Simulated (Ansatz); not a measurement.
```yaml
crystal:
  lattice:
    - [3.80011, 0.00000, 0.00000]
    - [-1.90006, 3.29100, 0.00000]
    - [0.00000, 0.00000, 5.89565]
  atoms:
    - { symbol: Sn, position: [0.00000, 0.00000, 0.00000] }
    - { symbol: Se, position: [0.33333, 0.66667, 0.26738] }
    - { symbol: Se, position: [0.66667, 0.33333, 0.73262] }
```

Space group P-3m1.

Method: DFT LDA, scalar-relativistic, plane waves, PAW in Ansatz.

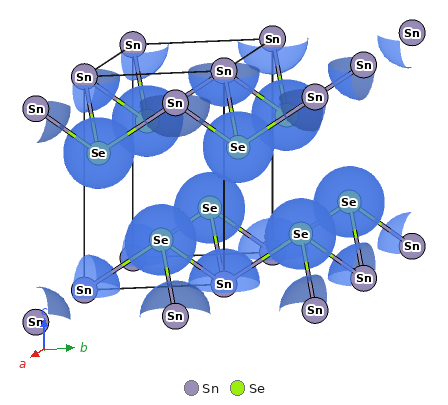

SnSe₂. Isosurface of the valence electron density at 0.6 e/Å³ (blue), seen slightly off an axis. Sticks mark near contacts.

**What does this surface tell about the bonding?**

At this value the density breaks into separate islands; it holds about 75 % of the electrons treated as valence (semicore included). It bridges none of the near contacts. It is pinched off along the sampled Sn–Se (2.70 Å) contacts. On the grid the lowest density along these lines, outside the cores, is 0.39 e/Å³ (Sn–Se, 2.70 Å).
